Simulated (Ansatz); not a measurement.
Run report: Ti, geometry relaxation (part 2 of 2)

The same run, continued: Ti (slab, 7 atoms in the cell); DFT PBE, scalar-relativistic, plane waves, PAW, no spin polarisation (Ansatz 0.2.0); cutoff 420 eV, 11×11×1 k-mesh, Gaussian smearing of 0.1 eV. The structure derives from an entry of the Crystallography Open Database. It belongs to a series of runs on one base structure; here: (1 0 0) slab, atoms relaxed.

Geometry of the input (Å; fractional positions):
```
3.2555  0.0000  0.0000
0.0000  3.2555  0.0000
0.0000  0.0000  24.7665
Ti 0.5000  0.5000  0.3028
Ti 0.0000  0.0000  0.3686
Ti 0.5000  0.5000  0.4343
Ti 0.0000  0.0000  0.5000
Ti 0.5000  0.5000  0.5657
Ti 0.0000  0.0000  0.6314
Ti 0.5000  0.5000  0.6972
```

```
WARN: The output density's exchange-correlation potential varies sharply where the density is thin. Do not read a vacuum level from v_tot or v_xc, or from such a field of the output density. On a cell that repeats whose density bears no net charge and no dipole along the vacuum's axis use v_es (v_loc + v_h of the components); under efield.dipole_correction with no amplitude use v_es + v_field, which holds any external_charges[].barrier, or the levels of the report's work_function block, which leave it out; under a non-zero efield.amplitude the vacuum is tilted and has no level; on a cell that repeats and bears such a dipole with no correction it is tilted too, and efield.dipole_correction with no amplitude gives each side of its ramp a level where efield: is served; in a cell that repeats whose density bears a net charge (total_charge, or a fill off its count) it is curved and has none; of a slab under crystal.periodic whose density bears no net charge use v_es, which has a level on each side, short of where the two are joined; of another it falls or rises all the way out and has none; of a slab beside external_charges read slab_vacuum_level instead, which it has where they leave it neutral. The grid or the basis barely resolves most such structure, and the values can differ between equally converged runs; as a rule a tighter scf.convergence.dr2_threshold does not remove it. Where the density itself ripples (under the LDA too) a higher basis.ecutwfc lessens it. The files hold the spikes' plane waves up to the density's cutoff. Files: v_tot_of_output_density and the like, and their columns of v_z.tsv (output.write_potential); v_xc_of_output_density and the like, and their columns of v_comp_z.tsv (output.write_potential_components). Measured: with its Gaussian average of σ = 0.25 Å subtracted twice, the exchange-correlation potential is over 0.1 eV at 1120 of the grid points where the equally averaged density (valence and model cores) is under 1e-3 e/Å³, and 1.32 eV at the most among them, at an averaged density of 8.5e-8 e/Å³. The input density's (outcome.potential() and, of a run that writes arrays, v_tot and v_xc) is over 0.1 eV, so measured, at 144 points of its own thin density, 0.140 eV at the most. See output.write_potential in the manual, Limitations
SCF converged after 7 iterations
Free energy (F): -17494.829080 eV
Harris-Foulkes:  -17494.829080 eV  (|F-HF|=3.08e-8)
Internal energy: -17494.747956 eV  (E = F + TS)
E sigma→0 (E₀):  -17494.788518 eV
Entropy (-TS):   -0.081124 eV (-11.589 meV/atom)
Fermi energy:    4.446860 eV
Dipole field:    D = 0.000001 V/Å  (p = 0.000001 e·Å, saw-weighted, corrected)
Work function:   Φ+ = 3.2328 eV   Φ− = 3.2329 eV
Levels:          The Fermi level and band energies are counted from a zero that moves with the ramp; work functions are not
--- Per-component energies (eV) ---
  E_band       = -1830.533742
  E_kinetic    = 1904.114286
  E_local      = -80594.522740  (includes V_loc(G=0)·N_el)
  E_nonlocal   = 61.093873
  E_hartree    = 39423.461839
  E_xc         = -678.773612
  E_vxc        = -848.825010  (∫ρ·V_xc dr)
  E_paw        = -7335.019720  (= ΣΔE_a)
  E_vpaw       = -1199.300272  (= ΣTr[D̂ρ^β])
  E_aug_tail   = 0.000879  (compensation charges beyond the density's cutoff)
  E_efield     = 0.000000  (sawtooth field / dipole correction)
  E_vefield    = 0.000000  (∫n·V_field dr)
  E_ewald      = 29724.897239
  E_smearing   = -0.081124  (= −TS)
  E_closure    = -0.000000  (closes the sum)
  Σ components = -17494.829080   (vs F -17494.829080, Δ=0.00e0)
--- Forces (eV/Å), atoms counted from 1 ---
  atom   1  Ti     0.00000000     0.00000000     0.00249416
  atom   2  Ti    -0.00000000     0.00000000     0.00512235
  atom   3  Ti    -0.00000000     0.00000000    -0.01694204
  atom   4  Ti     0.00000000     0.00000000    -0.00000061
  atom   5  Ti     0.00000000     0.00000000     0.01694193
  atom   6  Ti     0.00000000     0.00000000    -0.00512155
  atom   7  Ti     0.00000000     0.00000000    -0.00249423
  max |Σ_I F_I| component: 1.31e-9 eV/Å
--- Band table (eV; the first three rows and the last of 21) ---
  k-point 0: bands = ["-52.4735", "-52.4735", "-51.9960", "-51.9256", "-51.8494", "-51.7675", "-51.7609", "-28.8486", "-28.8484", "-28.6620", "-28.6620", "-28.6618", "-28.6618", "-28.3579", "-28.3054", "-28.3054", "-28.3009", "-28.1798", "-28.1798", "-28.1752", "-28.0364", "-28.0364", "-28.0192", "-27.9216", "-27.9073", "-27.9073", "-27.8733", "-27.8733", "-1.2154", "-0.4698", "0.5688", "1.6854", "2.4216", "2.4454", "2.5160", "2.6765", "2.7562", "3.4432", "4.3923", "4.7101", "4.7244", "5.4174", "5.4174", "5.4210", "5.4210", "5.4535", "5.4535", "5.4712", "5.4819", "5.6378", "5.6848"]
  k-point 1: bands = ["-52.4721", "-52.4721", "-51.9914", "-51.9231", "-51.8498", "-51.7689", "-51.7632", "-28.8507", "-28.8504", "-28.6742", "-28.6741", "-28.6584", "-28.6583", "-28.3605", "-28.3523", "-28.2972", "-28.2620", "-28.2356", "-28.1757", "-28.1188", "-28.0833", "-28.0375", "-27.9737", "-27.9480", "-27.9125", "-27.8895", "-27.8859", "-27.8810", "-1.0761", "-0.3400", "0.6798", "1.7672", "2.4876", "2.5238", "2.5761", "2.7338", "2.8255", "3.4658", "4.3306", "4.7078", "4.7302", "5.1641", "5.1659", "5.2520", "5.3260", "5.3751", "5.4171", "5.5032", "5.5203", "5.6228", "5.7431"]
  k-point 2: bands = ["-52.4683", "-52.4683", "-51.9783", "-51.9162", "-51.8517", "-51.7732", "-51.7696", "-28.8566", "-28.8563", "-28.7061", "-28.7058", "-28.6489", "-28.6488", "-28.3985", "-28.3857", "-28.2732", "-28.2620", "-28.2549", "-28.1637", "-28.1111", "-28.0865", "-28.0410", "-27.9659", "-27.9415", "-27.9276", "-27.9099", "-27.9032", "-27.8820", "-0.6712", "0.0331", "0.9878", "1.9669", "2.6274", "2.6872", "2.7492", "2.8030", "3.0841", "3.6086", "4.2555", "4.6098", "4.7171", "4.8329", "4.8881", "5.0584", "5.0695", "5.1727", "5.3177", "5.5572", "5.6311", "5.6653", "5.6750"]
  k-point 20: bands = ["-52.4460", "-52.4460", "-51.8888", "-51.8824", "-51.8781", "-51.7817", "-51.7816", "-28.8205", "-28.8200", "-28.8026", "-28.8013", "-28.7919", "-28.7911", "-28.4930", "-28.4906", "-28.3389", "-28.3206", "-28.2265", "-28.1810", "-28.1419", "-28.1225", "-28.1087", "-28.0770", "-28.0695", "-27.9495", "-27.9478", "-27.8966", "-27.8897", "2.1898", "2.2719", "2.7938", "2.8617", "3.5000", "3.5125", "3.7208", "3.7960", "3.8462", "3.8738", "3.8970", "3.9676", "3.9824", "4.0633", "4.0964", "4.2248", "4.2777", "4.8879", "4.9143", "6.2674", "6.2789", "6.3385", "6.3673"]
--- Relaxed structure (4 steps of the walk, 4 accepted, 0 SCFs on fresh bases) ---
  F+E_penalty+E_count = -17494.82907991 eV   max|allowed force component| = 1.694e-2 eV/Å
  atoms:
    - { symbol: Ti, position: [0.5, 0.5, 0.30735221736220075] }
    - { symbol: Ti, position: [-2.1062247995072082e-35, 0.0, 0.3688963758792605] }
    - { symbol: Ti, position: [0.5, 0.5, 0.4338871752683099] }
    - { symbol: Ti, position: [-2.1986609976047033e-35, 0.0, 0.5000000060240424] }
    - { symbol: Ti, position: [0.5, 0.5, 0.5661128244352225] }
    - { symbol: Ti, position: [-5.156619336724545e-35, 0.0, 0.631103618764167] }
    - { symbol: Ti, position: [0.5, 0.5, 0.6926477822667968] }
```

## Trajectory as extended XYZ (Å, eV, eV/Å), 4 frames, from step=1 to step=4
```
7
Lattice="3.2555 0.0000 0.0000 0.0000 3.2555 0.0000 0.0000 0.0000 24.7665" Properties=species:S:1:pos:R:3:forces:R:3 step=1 energy=-17494.77727
Ti    1.6278    1.6278    7.5000    0.0000   0.0000   0.4712
Ti    0.0000    0.0000    9.1278    0.0000   0.0000  -0.4109
Ti    1.6278    1.6278   10.7555    0.0000   0.0000  -0.0334
Ti    0.0000    0.0000   12.3833    0.0000   0.0000   0.0000
Ti    1.6278    1.6278   14.0110    0.0000   0.0000   0.0334
Ti    0.0000    0.0000   15.6388    0.0000   0.0000   0.4109
Ti    1.6278    1.6278   17.2665    0.0000   0.0000  -0.4712
7
Lattice="3.2555 0.0000 0.0000 0.0000 3.2555 0.0000 0.0000 0.0000 24.7665" Properties=species:S:1:pos:R:3:forces:R:3 step=2 energy=-17494.80632
Ti    1.6278    1.6278    7.6729    0.0000   0.0000  -0.3282
Ti    0.0000    0.0000    9.1320    0.0000   0.0000   0.3621
Ti    1.6278    1.6278   10.7599    0.0000   0.0000  -0.0907
Ti    0.0000    0.0000   12.3833    0.0000   0.0000   0.0000
Ti    1.6278    1.6278   14.0066    0.0000   0.0000   0.0907
Ti    0.0000    0.0000   15.6345    0.0000   0.0000  -0.3621
Ti    1.6278    1.6278   17.0936    0.0000   0.0000   0.3282
7
Lattice="3.2555 0.0000 0.0000 0.0000 3.2555 0.0000 0.0000 0.0000 24.7665" Properties=species:S:1:pos:R:3:forces:R:3 step=3 energy=-17494.82876
Ti    1.6278    1.6278    7.6096    0.0000   0.0000   0.0083
Ti    0.0000    0.0000    9.1351    0.0000   0.0000   0.0138
Ti    1.6278    1.6278   10.7508    0.0000   0.0000  -0.0378
Ti    0.0000    0.0000   12.3833    0.0000   0.0000   0.0000
Ti    1.6278    1.6278   14.0157    0.0000   0.0000   0.0378
Ti    0.0000    0.0000   15.6314    0.0000   0.0000  -0.0138
Ti    1.6278    1.6278   17.1570    0.0000   0.0000  -0.0083
7
Lattice="3.2555 0.0000 0.0000 0.0000 3.2555 0.0000 0.0000 0.0000 24.7665" Properties=species:S:1:pos:R:3:forces:R:3 step=4 energy=-17494.82908
Ti    1.6278    1.6278    7.6120    0.0000   0.0000   0.0025
Ti    0.0000    0.0000    9.1363    0.0000   0.0000   0.0051
Ti    1.6278    1.6278   10.7459    0.0000   0.0000  -0.0169
Ti    0.0000    0.0000   12.3833    0.0000   0.0000   0.0000
Ti    1.6278    1.6278   14.0206    0.0000   0.0000   0.0169
Ti    0.0000    0.0000   15.6302    0.0000   0.0000  -0.0051
Ti    1.6278    1.6278   17.1545    0.0000   0.0000  -0.0025
```

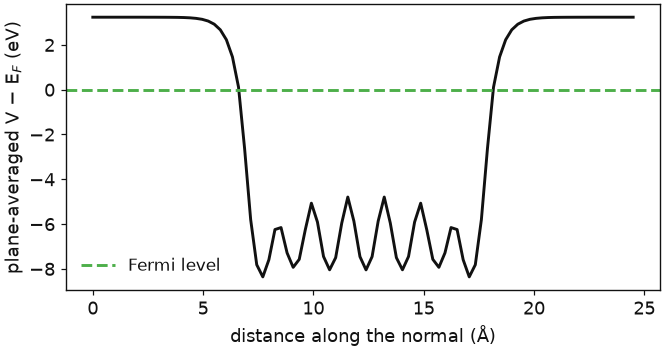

**Figure 1.** Plane average of the electrostatic potential energy of an electron across the cell, from the Fermi level. The vacuum level lies 3.23 eV above the Fermi level.

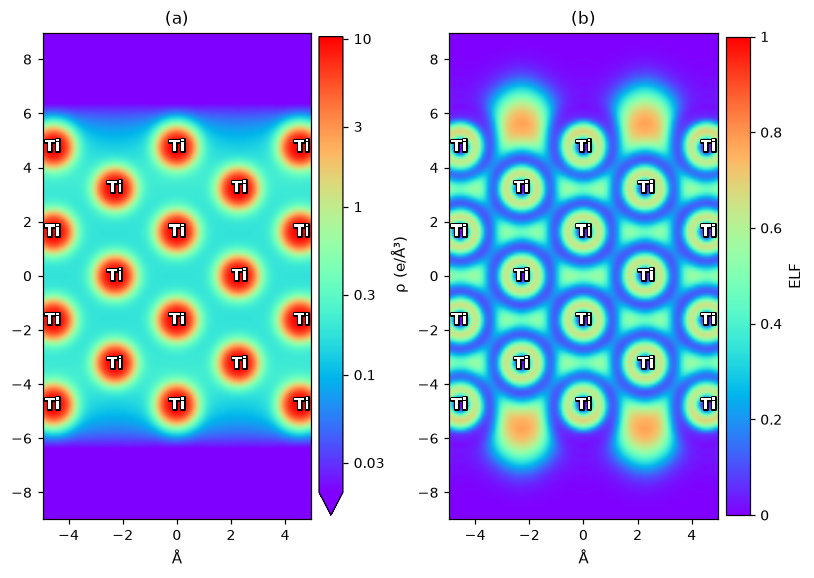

**Figure 2.** (a) valence pseudo-density; (b) electron localisation function on the (11̄0) plane of the calculation cell, a cut from vacuum to vacuum. Ti–Ti (2.76 Å): ρ at the midpoint is about 0.21 e/Å³; the ELF is about 0.20 at the midpoint; no localised pair between them. Ti–Ti (2.81 Å): ρ at the midpoint is about 0.19 e/Å³; the ELF is about 0.20 at the midpoint (no localised pair between them). The density dies away to nearly zero in the vacuum. The strong features right at Ti lie inside the PAW spheres (semicore, d or f shells) and say nothing about bonding. Core electrons are frozen (PAW), so the fields are smoothed inside the atomic spheres.

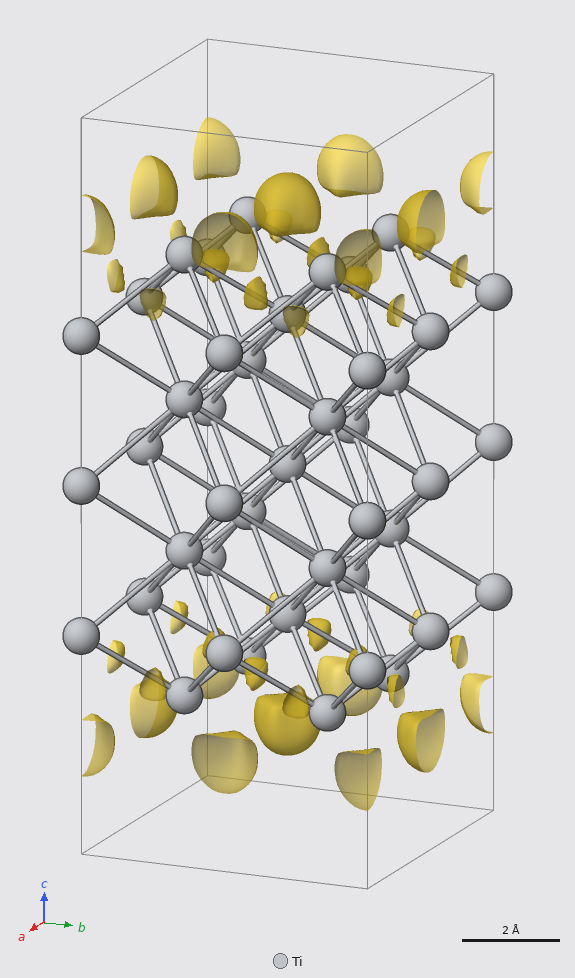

**Figure 3.** Isosurface of the electron localisation function at 0.65 (yellow), seen slightly off an axis. Only the valence region is drawn (cores and ρ < 0.01 e/Å³ removed). Sticks mark near contacts. Along the contacts the grid gives the following. Ti–Ti (2.76 Å): the ELF is about 0.20 at the midpoint (no localised pair between them). Ti–Ti (2.81 Å): the ELF is about 0.20 at the midpoint; no shared electron pair.

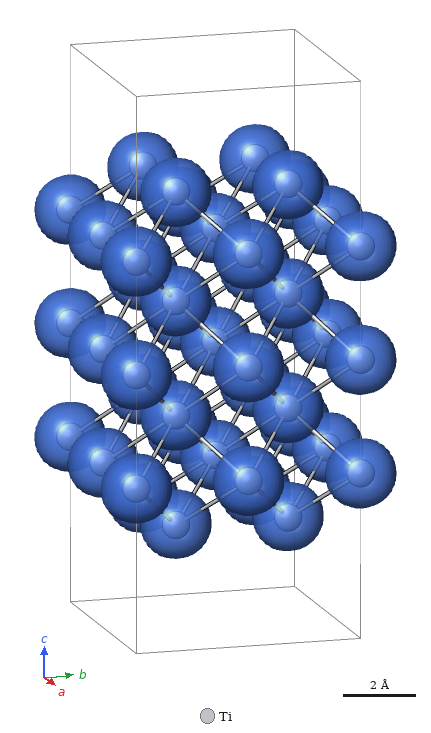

**Figure 4.** Isosurface of the valence charge density (pseudo) at 0.4 e/Å³ (blue), seen slightly off an axis. Sticks mark near contacts. At this value the density breaks into separate islands; it holds about 75 % of the electrons treated as valence (semicore included). It is pinched off along the Ti–Ti (2.76 Å) and Ti–Ti (2.81 Å) contacts. On the grid the lowest density along these lines, outside the cores, is 0.21 e/Å³ (Ti–Ti, 2.76 Å) and 0.19 e/Å³ (Ti–Ti, 2.81 Å).

## Results in brief

| quantity | value |
| --- | --- |
| outcome | converged |
| electrons treated | 84 |
| free energy | −17494.8291 eV |
| work function, top face | 3.23 eV |
| work function, bottom face | 3.23 eV |
| Fermi energy | 4.447 eV |
| gap on the k-point mesh | none (metallic) |
| final volume | 262.48 Å³ |
| work function (upper face) | 3.23 eV |
| largest force (length of the vector) at the end | 0.017 eV/Å |
| hardware | 1 thread of Intel Xeon @ 2.70GHz, 189 GiB of memory available, shared host |
| wall time | 2.9 min |
| peak memory | 0.57 GiB |

The program warns: the exchange-correlation potential is rough where the density is thin.
